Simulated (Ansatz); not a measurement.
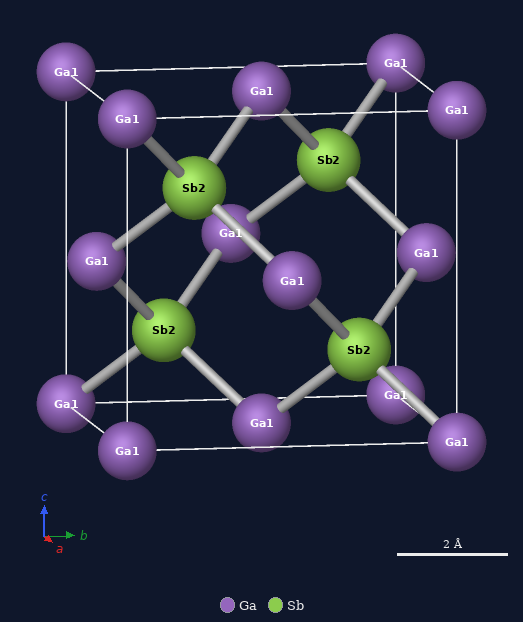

Fig. 1: The input geometry of run A (ball-and-stick view of the cell 4 times as large as that of the calculation, set on its symmetry axes, seen slightly off an axis; atoms are numbered from 1 in the order of the input). An atom can appear more than once, as a periodic image.

**GaSb: one change and its effect**

System: GaSb (F-43m, 2 atoms in the cell).
Method of run A: DFT PBE, scalar-relativistic, plane waves, PAW, no spin polarisation (Ansatz 0.2.0).

The structure derives from an entry of the Crystallography Open Database. Text and figures count atoms from 1; the logs count them from 0 in places.

**The input, run A**
```yaml
crystal:
  lattice:
    - [0.0, 3.059, 3.059]
    - [3.059, 0.0, 3.059]
    - [3.059, 3.059, 0.0]
  atoms:
    - { symbol: Ga, position: [0.0, 0.0, 0.0] }
    - { symbol: Sb, position: [0.75, 0.75, 0.75] }
basis:
  ecutwfc: 420
kpoints:
  mp_grid: { grid: [14, 14, 14] }
hamiltonian:
  xc: pbe
scf:
  occupations: { method: gaussian, width: 0.15 }
output:
  forces: true
  stress: true
  eigenvalues: true
  write_density: true
  write_potential: true
  elf: true
  volumetric_format: npy
```

Launched with:
```bash
ansatz run input.yaml --threads 1 --pin off --max-ram 2560MiB --backend cpu --events-out ev --progress --plain --runs-dir out
```

Hardware: 1 thread of AMD EPYC (Zen 5), 32 GiB of memory available, shared host.

**Output, shortened to warnings, some set-up lines, iterations and results (run A)**
```
Basis set: ecut = 420 eV, 1139 PW (Γ), exchange–correlation on 60×60×60 points (8 copies of the dense FFT grid, shifted against one another)
Symmetry: 24 space group operations
k-points: 104 of 2744 (time reversal used)
Initial density: superposition of atomic densities (neutral atoms: chi_scale 0, normalization atom), corrected by the library's trained network
[...]
SCF iter   1: F=—  HF=-10267.822969 eV  |F-HF|=—  |Δ(HF+E_count)|=         —  Δρ=1.40e-3  dr2=1.90e-3  ethr=1.77e-3  ⟨swp⟩=5.2  Hψ=9095  notcnv=0
SCF iter   2: F=—  HF=-10267.821570 eV  |F-HF|=—  |Δ(HF+E_count)|=   1.40e-3  Δρ=6.79e-4  dr2=2.83e-4  ethr=6.78e-6  ⟨swp⟩=2.1  Hψ=3683  notcnv=0
SCF iter   3: F=—  HF=-10267.821580 eV  |F-HF|=—  |Δ(HF+E_count)|=   1.04e-5  Δρ=2.92e-4  dr2=4.81e-5  ethr=1.01e-6  ⟨swp⟩=2.0  Hψ=2809  notcnv=0
SCF iter   4: F=—  HF=-10267.821598 eV  |F-HF|=—  |Δ(HF+E_count)|=   1.82e-5  Δρ=9.07e-5  dr2=3.47e-6  ethr=1.72e-7  ⟨swp⟩=2.0  Hψ=2809  notcnv=0
SCF iter   5: F=—  HF=-10267.821606 eV  |F-HF|=—  |Δ(HF+E_count)|=   7.37e-6  Δρ=5.06e-5  dr2=9.47e-7  ethr=1.24e-8  ⟨swp⟩=2.0  Hψ=3331  notcnv=0
SCF iter   6: F=-10267.821605 eV  HF=-10267.821605 eV  |F-HF|=2.01e-8  |Δ(HF+E_count)|=   3.27e-7  Δρ=1.72e-5  dr2=7.61e-8  ethr=3.57e-10  ⟨swp⟩=7.6  Hψ=13547  notcnv=0
SCF 1 converged in 6 iterations: F = -10267.821605 eV  dr2 = 7.61e-8
SCF converged after 6 iterations
Free energy (F): -10267.821605 eV
Harris-Foulkes:  -10267.821605 eV  (|F-HF|=2.01e-8)
Internal energy: -10267.821436 eV  (E = F + TS)
E sigma→0 (E₀):  -10267.821521 eV
Entropy (-TS):   -0.000170 eV (-0.085 meV/atom)
Fermi energy:    7.837213 eV
--- Per-component energies (eV) ---
  E_band       = -260.971924
  E_kinetic    = 323.147509
  E_local      = -3913.646858  (includes V_loc(G=0)·N_el)
  E_nonlocal   = 787.131544
  E_hartree    = 1801.611577
  E_xc         = -207.436844
  E_vxc        = -154.117826  (∫ρ·V_xc dr)
  E_paw        = -6564.709130  (= ΣΔE_a)
  E_vpaw       = -906.726623  (= ΣTr[D̂ρ^β])
  E_aug_tail   = -0.000096  (compensation charges beyond the density's cutoff)
  E_ewald      = -2493.919138
  E_smearing   = -0.000170  (= −TS)
  E_closure    = -0.000000  (closes the sum)
  Σ components = -10267.821605   (vs F -10267.821605, Δ=0.00e0)
--- Forces (eV/Å), atoms counted from 1 ---
  atom   1  Ga    -0.00000000     0.00000000    -0.00000000
  atom   2  Sb     0.00000000    -0.00000000     0.00000000
  max |Σ_I F_I| component: 5.55e-17 eV/Å
--- Stress (GPa, compression-positive) ---
        2.329985       0.000000      -0.000000
        0.000000       2.329985       0.000000
       -0.000000       0.000000       2.329985
  P = ⅓ Tr σ = 2.3300 GPa (23.300 kbar)
```

For run B the input was changed thus:
```diff
-  mp_grid: { grid: [14, 14, 14] }
+  mp_grid: { grid: [16, 16, 16] }
```

Predict how the results change.

The free energy of run B is 0.08 meV per atom lower, which measures how much it depends on this numerical setting. The number of SCF iterations is the same. The irreducible k-points go from 104 to 145. On the same kind of shared host run B took about 1.6 times as long.

**Output, shortened to warnings, some set-up lines, iterations and results (run B)**
```
Basis set: ecut = 420 eV, 1139 PW (Γ), exchange–correlation on 60×60×60 points (8 copies of the dense FFT grid, shifted against one another)
Symmetry: 24 space group operations
k-points: 145 of 4096 (time reversal used)
Initial density: superposition of atomic densities (neutral atoms: chi_scale 0, normalization atom), corrected by the library's trained network
[...]
SCF iter   1: F=—  HF=-10267.823098 eV  |F-HF|=—  |Δ(HF+E_count)|=         —  Δρ=1.41e-3  dr2=1.91e-3  ethr=1.77e-3  ⟨swp⟩=5.2  Hψ=12705  notcnv=0
SCF iter   2: F=—  HF=-10267.821732 eV  |F-HF|=—  |Δ(HF+E_count)|=   1.37e-3  Δρ=6.84e-4  dr2=2.87e-4  ethr=6.82e-6  ⟨swp⟩=2.1  Hψ=5140  notcnv=0
SCF iter   3: F=—  HF=-10267.821740 eV  |F-HF|=—  |Δ(HF+E_count)|=   8.52e-6  Δρ=2.92e-4  dr2=4.85e-5  ethr=1.02e-6  ⟨swp⟩=2.0  Hψ=3916  notcnv=0
SCF iter   4: F=—  HF=-10267.821757 eV  |F-HF|=—  |Δ(HF+E_count)|=   1.67e-5  Δρ=9.06e-5  dr2=3.47e-6  ethr=1.73e-7  ⟨swp⟩=2.0  Hψ=3916  notcnv=0
SCF iter   5: F=—  HF=-10267.821764 eV  |F-HF|=—  |Δ(HF+E_count)|=   7.33e-6  Δρ=5.03e-5  dr2=9.30e-7  ethr=1.24e-8  ⟨swp⟩=2.0  Hψ=4644  notcnv=0
SCF iter   6: F=-10267.821764 eV  HF=-10267.821764 eV  |F-HF|=1.46e-8  |Δ(HF+E_count)|=   3.05e-7  Δρ=1.69e-5  dr2=7.35e-8  ethr=3.57e-10  ⟨swp⟩=7.5  Hψ=18820  notcnv=0
SCF 1 converged in 6 iterations: F = -10267.821764 eV  dr2 = 7.35e-8
SCF converged after 6 iterations
Free energy (F): -10267.821764 eV
Harris-Foulkes:  -10267.821764 eV  (|F-HF|=1.46e-8)
Internal energy: -10267.821640 eV  (E = F + TS)
E sigma→0 (E₀):  -10267.821702 eV
Entropy (-TS):   -0.000124 eV (-0.062 meV/atom)
Fermi energy:    7.850509 eV
--- Per-component energies (eV) ---
  E_band       = -260.974455
  E_kinetic    = 323.146769
  E_local      = -3913.643746  (includes V_loc(G=0)·N_el)
  E_nonlocal   = 787.130547
  E_hartree    = 1801.608721
  E_xc         = -207.436942
  E_vxc        = -154.117889  (∫ρ·V_xc dr)
  E_paw        = -6564.707754  (= ΣΔE_a)
  E_vpaw       = -906.724281  (= ΣTr[D̂ρ^β])
  E_aug_tail   = -0.000096  (compensation charges beyond the density's cutoff)
  E_ewald      = -2493.919138
  E_smearing   = -0.000124  (= −TS)
  E_closure    = -0.000000  (closes the sum)
  Σ components = -10267.821764   (vs F -10267.821764, Δ=0.00e0)
--- Forces (eV/Å), atoms counted from 1 ---
  atom   1  Ga    -0.00000000    -0.00000000    -0.00000000
  atom   2  Sb     0.00000000    -0.00000000    -0.00000000
  max |Σ_I F_I| component: 3.24e-17 eV/Å
--- Stress (GPa, compression-positive) ---
        2.329371       0.000000      -0.000000
        0.000000       2.329371       0.000000
       -0.000000       0.000000       2.329371
  P = ⅓ Tr σ = 2.3294 GPa (23.294 kbar)
```

**The two runs side by side**

| quantity | run A | run B |
| --- | --- | --- |
| outcome | converged | converged |
| free energy per atom (eV) | −5133.9108 | −5133.9109 |
| gap on the mesh (eV) | 0.00 | 0.00 |
| pressure (GPa) | 2.33 | 2.33 |
| largest force (eV/Å) | 0.000 | 0.000 |
| SCF iterations | 6 | 6 |
| irreducible k-points | 104 | 145 |
| plane waves at Γ | 1139 | 1139 |
| wall time (shared host) | 3.7 s | 5.8 s |
